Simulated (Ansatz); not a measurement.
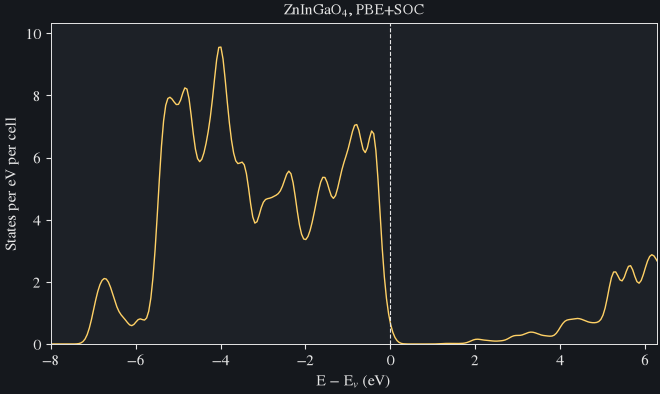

Density of states. Energies are counted from the top of the valence band. The curve is built from the levels of the k mesh with Gaussians 0.3 eV wide, which also blur the band edges.

This input was run:

```
crystal:
  lattice:
    - [1.655243256, 0.9556551394, 8.5880844266]
    - [-1.655243256, 0.9556551394, 8.5880844266]
    - [0.0, -1.9113102789, 8.5880844266]
  atoms:
    - { symbol: Zn, position: [0.2187465382, 0.2187465382, 0.2187465382] }
    - { symbol: In, position: [0.003074868, 0.003074868, 0.003074868] }
    - { symbol: Ga, position: [0.7871013666, 0.7871013666, 0.7871013666] }
    - { symbol: O, position: [0.2952017789, 0.2952017789, 0.2952017789] }
    - { symbol: O, position: [0.7113715271, 0.7113715271, 0.7113715271] }
    - { symbol: O, position: [0.1210223909, 0.1210223909, 0.1210223909] }
    - { symbol: O, position: [0.8634825302, 0.8634825302, 0.8634825302] }
kpoints:
  mp_grid: { grid: [10, 10, 10] }
  band_path:
    path:
      - [0.0, 0.0, 0.0]
      - [-0.5, -0.5, -0.5]
      - [-0.5, -0.1749216943, -0.8250783057]
      - [-0.1749216943, 0.1749216943, -0.5]
      - [0.0, 0.0, -0.5]
      - [0.0, 0.3374608471, -0.3374608471]
      - [-0.3374608471, 0.0, -0.6625391529]
      - [-0.5, 0.0, -0.5]
    npoints: 1
hamiltonian:
  xc: pbe
scf:
  occupations: { method: fermi_dirac, width: 0.02 }
  n_extra_bands: 10
magnetization:
  noncollinear: true
  spin_orbit: true
output:
  forces: true
  stress: true
  eigenvalues: true
```

Run as:
```bash
ansatz run input.yaml --threads 4 --pin off --max-ram 5529MiB --backend cpu --events-out ev --progress --plain --runs-dir out
```

Metal or insulator, going by the density of states?

Answer. There is a gap; over the k points computed it is 1.27 eV (direct among those points).

How wide is the upper valence band?

Answer. The upper group of valence states starts about 7.1 eV under the valence-band top, with a gap beneath it; it holds about 34 electrons a cell.

The cell is at 7 GPa in this functional.
